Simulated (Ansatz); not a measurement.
## Electronic structure of Zr in real space

Input file:

```
crystal:
  lattice:
    - [3.3289581692, 0.0, 0.0]
    - [-1.6644790846, 2.7989925657, 0.0]
    - [0.0, 0.0, 5.147]
  atoms:
    - { symbol: Zr, position: [0.3333333333, 0.6666666667, 0.25] }
    - { symbol: Zr, position: [0.6666666667, 0.3333333333, 0.75] }
basis:
  ecutwfc: 420
kpoints:
  mp_grid: { grid: [18, 18, 10] }
hamiltonian:
  xc: pbesol
scf:
  occupations: { method: gaussian, width: 0.15 }
output:
  forces: true
  stress: true
  eigenvalues: true
  write_density: true
  write_potential: true
  elf: true
  volumetric_format: npy
```

Run with:

```sh
ansatz run input.yaml --threads 1 --pin off --max-ram 2560MiB --backend cpu --events-out ev --progress --plain --runs-dir out
```

Below, planes, directions and counts refer to the conventional cell (a = 3.33 Å, b = 5.60 Å, c = 5.15 Å, α = 90.00°, β = 90.00°, γ = 90.00°).

Space group Cmcm; changed on purpose from its base cell (strain +0.0300 x Voigt [1, 0, 0, 0, 0, 0], atoms carried along); computed pressure about −6 GPa in this cell.

Level of theory: DFT PBEsol, scalar-relativistic, plane waves, PAW (Ansatz).

In a PAW calculation such maps are meaningful between the atoms, not at the nuclei.

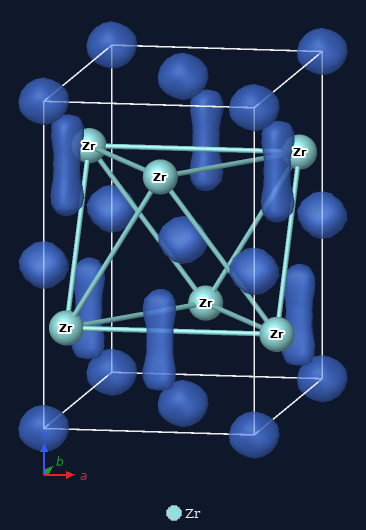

Figure 1. Isosurface of the electron localisation function at 0.65 (blue), seen slightly off an axis. Core shells and regions of very low density are left out. Sticks mark near contacts.

> Describe the localisation domains.

The surface consists of eight pockets between the atoms, centred on no nucleus (multi-centre or interstitial), counted in one cell of 4 atoms. Regions shared between cells count once. There are no localised bonds or lone pairs at this value. Along the contacts the grid gives the following. Zr–Zr (3.18 Å): the ELF is about 0.20 at the midpoint: no localised pair shows between them. Zr–Zr (3.26 Å): the ELF is about 0.25 at the midpoint: no localised pair shows between them.

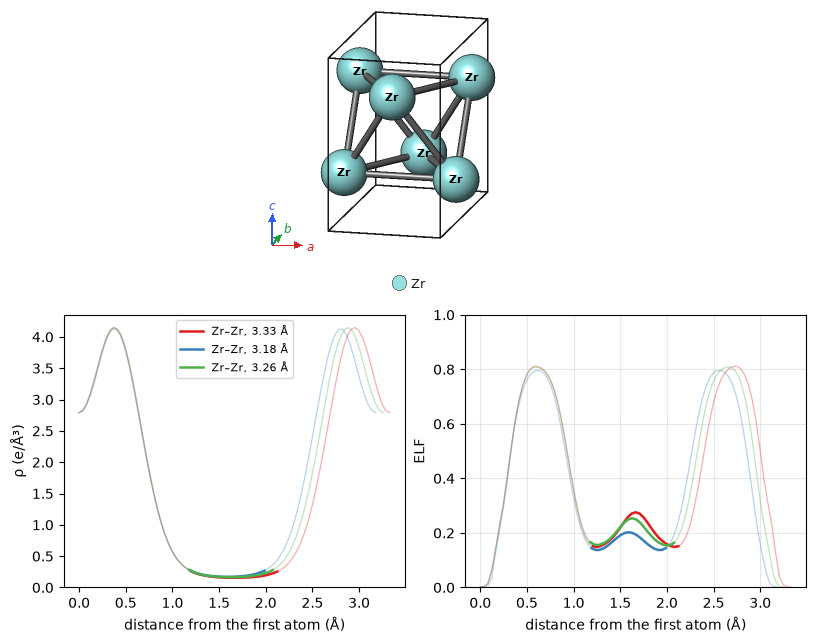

Figure 2. Valence pseudo-density and ELF along straight lines between neighbouring atoms. Thin, pale parts lie inside the atomic spheres. The structure is drawn too.

> What can be read from the curves?

Zr–Zr (3.33 Å): the density is about 0.16 e/Å³ at the midpoint; the ELF is about 0.30 at the midpoint: no localised pair shows between them.
Zr–Zr (3.18 Å): ρ is about 0.17 e/Å³ halfway; the ELF is about 0.20 at the midpoint; no localised pair shows between them.
Zr–Zr (3.26 Å): ρ is about 0.16 e/Å³ halfway; the ELF is about 0.25 at the midpoint; no shared electron pair shows on this line.

> Does the calculation make it a metal, or give it a gap?

It is gapless in this calculation (a metal or semimetal).
